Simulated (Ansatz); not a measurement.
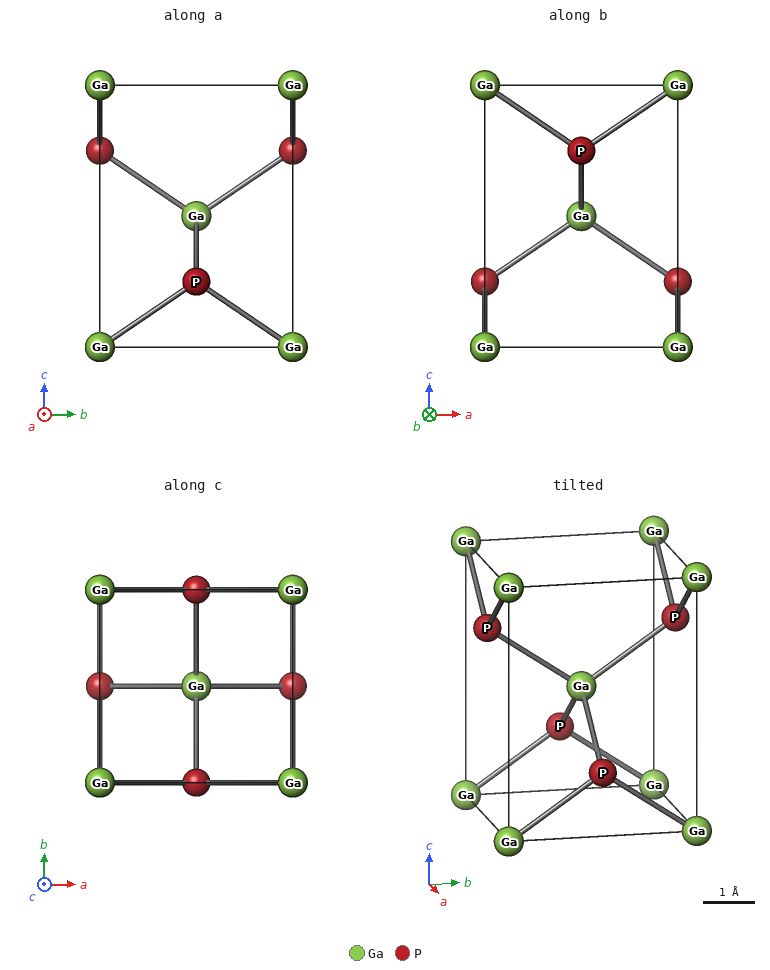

Crystal structure, ball-and-stick style, seen along the a axis, along the b axis, along the c axis and slightly off an axis. The edges of the conventional unit cell are marked.

Lattice parameters: a = 3.8543 Å, b = 3.8543 Å, c = 5.2328 Å, α = 90.000°, β = 90.000°, γ = 90.000°.

Express the structure as a CIF with its space group and independent sites.

Answer.
```cif
data_structure
_symmetry_space_group_name_H-M 'I -4 m 2'
_symmetry_Int_Tables_number 119
_cell_length_a 3.8543
_cell_length_b 3.8543
_cell_length_c 5.2328
_cell_angle_alpha 90.000
_cell_angle_beta 90.000
_cell_angle_gamma 90.000
_cell_volume 77.74
loop_
_atom_site_label
_atom_site_type_symbol
_atom_site_symmetry_multiplicity
_atom_site_Wyckoff_symbol
_atom_site_fract_x
_atom_site_fract_y
_atom_site_fract_z
_atom_site_occupancy
Ga1 Ga 2 a 0.0000 0.0000 0.0000 1
P1 P 2 c 0.5000 0.0000 0.7500 1
```

Source of the structure: a structure type filled with these elements by a generator (whether the compound takes this form wasn't checked). The cell was then strained or its atoms displaced on purpose. It went into a calculation with Ansatz.
